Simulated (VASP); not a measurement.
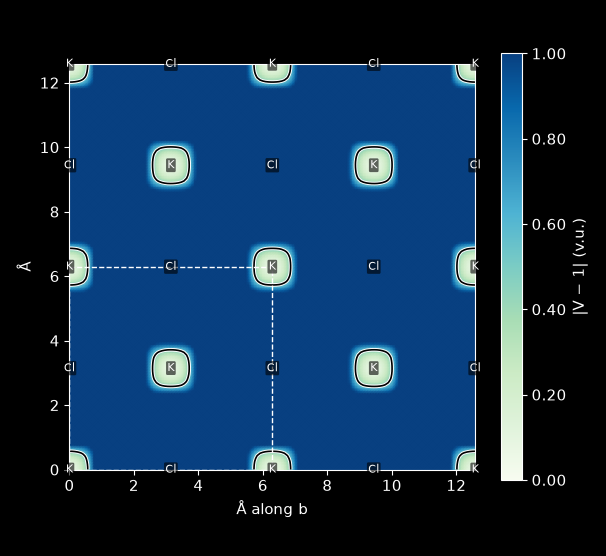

Bond-valence mismatch |V − 1| for K+ in KCl (Fm-3m) on the section x = 0.000 (parallel to b and c; the dashed line is one cell); the black line is the 0.5 v.u. contour, and values above the scale's top are cut off.

At each point the valence sum V of a K+ ion is computed from the anions within 5 Å (s = exp((R0 − d)/b), R0 fitted to published crystal structures with b = 0.37 Å; R0: K+–Cl 2.509 Å). The other K+ ions are ignored. This is an empirical screen for pathways, not an energy calculation.

Source of the atomic positions: an entry of the Crystallography Open Database, as set up for an electronic-structure calculation.

```yaml
crystal:
  lattice:
    - [6.29294, 0.00000, 0.00000]
    - [0.00000, 6.29294, 0.00000]
    - [0.00000, 0.00000, 6.29294]
  atoms:
    - { symbol: K, position: [0.00000, 0.00000, 0.00000] }
    - { symbol: Cl, position: [0.50000, 0.00000, 0.00000] }
    - { symbol: K, position: [0.00000, 0.50000, 0.50000] }
    - { symbol: Cl, position: [0.50000, 0.50000, 0.50000] }
    - { symbol: K, position: [0.50000, 0.00000, 0.50000] }
    - { symbol: Cl, position: [0.00000, 0.00000, 0.50000] }
    - { symbol: K, position: [0.50000, 0.50000, 0.00000] }
    - { symbol: Cl, position: [0.00000, 0.50000, 0.00000] }
```

In the whole crystal, how are the regions below 0.5 v.u. connected (counting the regions that come within 0.6 Å of a K site)?

No path at this level: the regions are isolated pockets that do not connect across cells.

At which mismatch do paths open?

No path opens below 0.7 v.u. These are grid estimates, good to about 0.1 v.u.

What is the valence sum at the K sites themselves?

1.07 v.u., against the formal 1.
